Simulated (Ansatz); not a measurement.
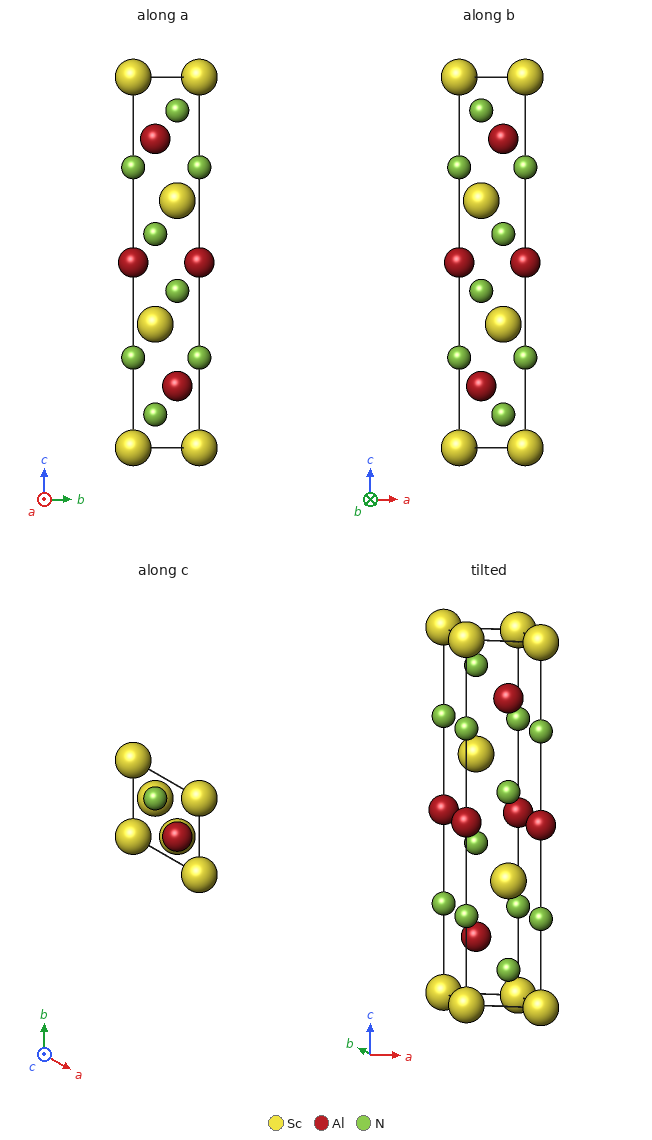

The crystal in a spheres-only representation, seen along the a axis, along the b axis, along the c axis and slightly off an axis. Atoms at the boundary of the conventional unit cell (the box) are drawn once for each face, edge or corner they touch.

Lattice parameters: a = 3.0369 Å, b = 3.0369 Å, c = 14.7462 Å, α = 90.000°, β = 90.000°, γ = 120.000°.

Set out the cell and atoms as a CIF in P1 with every atom of the cell, with free fractional coordinates to two decimals.

```cif
data_structure
_symmetry_space_group_name_H-M 'P 1'
_symmetry_Int_Tables_number 1
_cell_length_a 3.0369
_cell_length_b 3.0369
_cell_length_c 14.7462
_cell_angle_alpha 90.000
_cell_angle_beta 90.000
_cell_angle_gamma 120.000
_cell_volume 117.78
loop_
_atom_site_label
_atom_site_type_symbol
_atom_site_fract_x
_atom_site_fract_y
_atom_site_fract_z
_atom_site_occupancy
Sc1 Sc 0.00 0.00 0.00 1
Al1 Al 0.6667 0.3333 0.8333 1
N1 N 0.3333 0.6667 0.91 1
N2 N 0.00 0.00 0.76 1
Sc2 Sc 0.6667 0.3333 0.3333 1
Al2 Al 0.3333 0.6667 0.1667 1
N3 N 0.00 0.00 0.24 1
N4 N 0.6667 0.3333 0.09 1
Sc3 Sc 0.3333 0.6667 0.6667 1
Al3 Al 0.00 0.00 0.50 1
N5 N 0.6667 0.3333 0.58 1
N6 N 0.3333 0.6667 0.42 1
```

The structure comes from a structure type filled with these elements by a generator (whether the compound takes this form wasn't checked). This is the structure after a relaxation with Ansatz, DFT, r2SCAN, plane waves, PAW.
